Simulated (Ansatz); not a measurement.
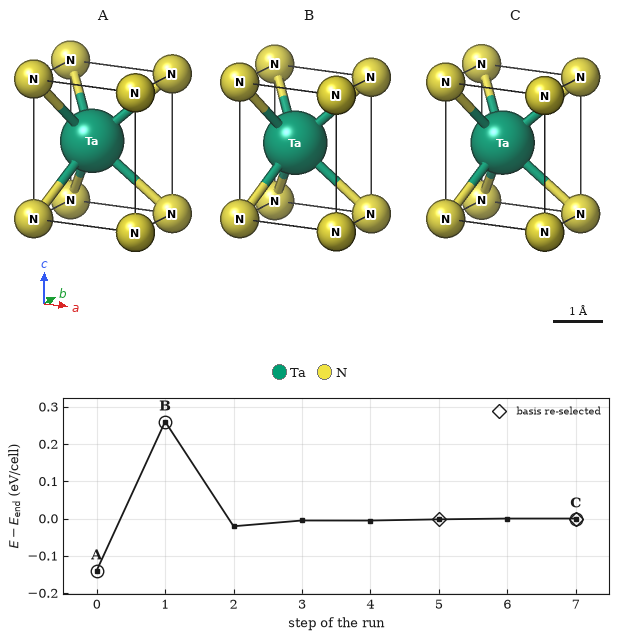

Frames of a relaxation of solid TaN (set up in P-6m2), marked on the history of the run. Style: ball-and-stick. Shown: the cell of the calculation, slightly off an axis.

Case: relaxed at 30 GPa.

These are results of Ansatz 0.2.0, DFT PBE, scalar-relativistic, plane waves, PAW, not measurements.

The input:
```yaml
crystal:
  lattice:
    - [2.9504707854, 0.0, 0.0]
    - [-1.4752353927, 2.5551826533, 0.0]
    - [0.0, 0.0, 2.8973536918]
  atoms:
    - { symbol: Ta, position: [0.3333333333, 0.6666666667, 0.5] }
    - { symbol: "N", position: [0.0, 0.0, 0.0] }
basis:
  ecutwfc: 420
kpoints:
  mp_grid: { grid: [18, 18, 14] }
hamiltonian:
  xc: pbe
scf:
  occupations: { method: fermi_dirac, width: 0.15 }
output:
  forces: true
  stress: true
  eigenvalues: true
  write_density: true
  write_potential: true
  elf: true
  volumetric_format: npy
relax:
  adjacent_minimum: "off"
  f_tol: 0.001
  max_steps: 60
  cell: { stress_tol: 0.02, p_target: 30.0 }
```

Launched with:
```bash
ansatz run input.yaml --threads 1 --pin off --max-ram 3072MiB --backend cpu --events-out ev --progress --plain --runs-dir out
```

Q: What happens along the run?

A: No atom moves by more than 0.005 Å relative to the cell. The volume changes by −7.3 %, with a = b 2.950 → 2.872 Å (−2.6 %), c 2.897 → 2.834 Å (−2.2 %). Among the contacts that change: Ta1–Ta1 2.950 → 2.872 Å, Ta1–Ta1 (another image) 2.897 → 2.834 Å, Ta1–N2 2.236 → 2.181 Å. The space group stays P-6m2 (No. 187). After 5 accepted moves (7 points after the start) the energy has risen by 0.140 eV per cell of the calculation. With the target pressure of 30 GPa, the enthalpy E + pV changes by −0.159 eV per cell of the calculation. All forces vanish by symmetry, so only the cell relaxes. The pressure goes from 0.00 to 30.00 GPa. The SCF was repeated twice at an unchanged geometry on a basis and grid sized afresh for the cell, which shifted the energy by 3.2 meV per cell of the calculation at most. From step 0 to 1: volume −11.7 %, energy +0.400 eV per cell of the calculation. From step 1 to 7: volume +5.0 %, energy −0.260 eV per cell of the calculation.

| step | E − E(0), meV/atom | pressure, GPa | volume, Å³/atom | note |
| --- | --- | --- | --- | --- |
| 0 | 0.00 | 0.00 | 10.922 |  |
| 1 | 199.89 | 54.40 | 9.644 |  |
| 2 | 59.38 | 28.09 | 10.177 |  |
| 3 | 67.12 | 30.00 | 10.130 |  |
| 4 | 67.05 | 30.00 | 10.131 |  |
| 5 | 68.67 | 29.73 | 10.131 | same geometry, new basis |
| 6 | 69.74 | 30.00 | 10.125 |  |
| 7 | 69.76 | 30.00 | 10.125 | same geometry, new basis |
